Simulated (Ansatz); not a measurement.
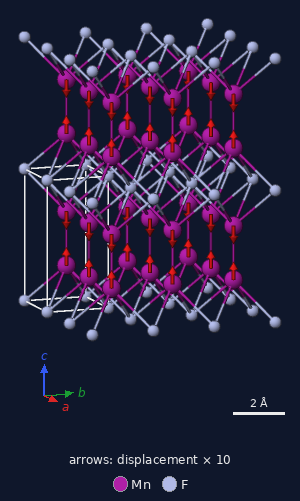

This is a relaxation of crystalline Mn2F (a generated structure, set up in P4/mmm) (coarse preliminary run). The starting structure is drawn; red arrows show the displacements (the part carried along by the change of the cell is left out), magnified 10 times.

Style: ball-and-stick. Shown: the cell of the calculation, repeated 3 × 3 × 2 with one cell outlined, slightly off an axis.

All numbers below come from DFT PBE, scalar-relativistic, plane waves, PAW (Ansatz).

Input file:
```yaml
crystal:
  lattice:
    - [2.57134891, 0.0, 0.0]
    - [0.0, 2.57134891, 0.0]
    - [0.0, 0.0, 5.30533826]
  atoms:
    - { symbol: Mn, position: [0.5, 0.5, 0.29499999], spin: -4.0 }
    - { symbol: Mn, position: [0.5, 0.5, 0.70500001], spin: -4.0 }
    - { symbol: F, position: [0.0, 0.0, 0.0] }
basis:
  ecutwfc: 420
kpoints:
  mp_grid: { grid: [6, 6, 4] }
hamiltonian:
  xc: pbe
scf:
  occupations: { method: gaussian, width: 0.1 }
  lower_state_search: "off"
output:
  forces: true
  stress: true
  eigenvalues: true
  populations: true
magnetization:
  spin_polarized: true
relax:
  adjacent_minimum: "off"
  f_tol: 0.04
  max_steps: 70
  cell: { stress_tol: 0.4 }
```

Launched with:
```bash
ansatz run input.yaml --threads 1 --pin off --max-ram 2048MiB --backend cpu --events-out ev --progress --plain --runs-dir out
```

**Which element moves most?**

Manganese: up to 0.075 Å, against 0.000 Å for fluorine.

**What did the optimiser do to the structure, and how much energy did it gain?**

Over 4 accepted moves (6 points after the start) the energy falls by 0.183 eV per cell of the calculation. The largest force component goes from 0.095 to 0.018 eV/Å. The pressure goes from 5.21 to 0.10 GPa. The SCF was repeated twice at an unchanged geometry on a basis and grid sized afresh for the cell, which shifted the energy by 5.8 meV per cell of the calculation at most. The largest moves relative to the cell, 0.075 Å, are those of Mn1 and Mn2. Mn2 goes along −c. F stays in place. Cell: a = b 2.571 → 2.465 Å (−4.1 %), c 5.305 → 5.732 Å (+8.1 %). Volume −0.7 %. Among the contacts that change: Mn1–Mn1 2.571 → 2.465 Å, Mn1–F3 2.399 → 2.482 Å, Mn1–Mn2 2.175 → 2.200 Å. The space group stays P4/mmm (No. 123). The run took 31 s on 1 thread of Arm Neoverse V1, with other jobs on the host, peak memory 0.32 GiB.

Limits of the set-up: the k-point mesh is coarse for a cell with partly filled bands.
